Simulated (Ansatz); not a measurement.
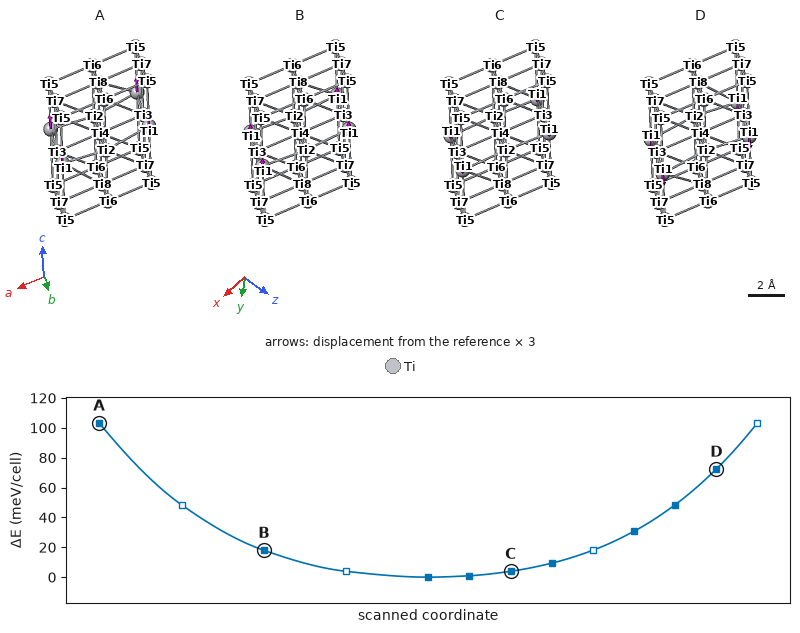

A scan of crystalline Ti (Im-3m) along one coordinate. Hollow markers are points alike by symmetry, not computed again. A ball-and-stick model of the cell of the calculation, seen from a free direction. Purple arrows: displacements from the reference.

Method: Ansatz, DFT r2SCAN, scalar-relativistic, plane waves, PAW. Set-up: plane-wave cutoff 500 eV; k-point mesh 10 × 10 × 10; occupations gaussian; smearing width 0.15 eV; no spin polarisation. Energies (free energies at the smearing named) are counted from the cell as listed in its source, which wasn't relaxed.

### What is being scanned?

Ti1 (one in each cell of 8 atoms) is moved along Cartesian [1 1 1], all else fixed. In the frames the displacement is −0.30 Å (A), −0.15 Å (B), 0.075 Å (C), 0.2625 Å (D). Of the computed points the lowest is at the displacement 0.00 Å, 0.0 meV/cell. The end points stand at 103.2 meV/cell (−0.30 Å) and 103.2 meV/cell (0.30 Å). The curvature at zero is about 1.4 eV/Å². The well is symmetric. At the highest point the shortest interatomic distance is 2.54 Å, against 2.84 Å in the reference. The distortion takes the space group from Im-3m to R3m.
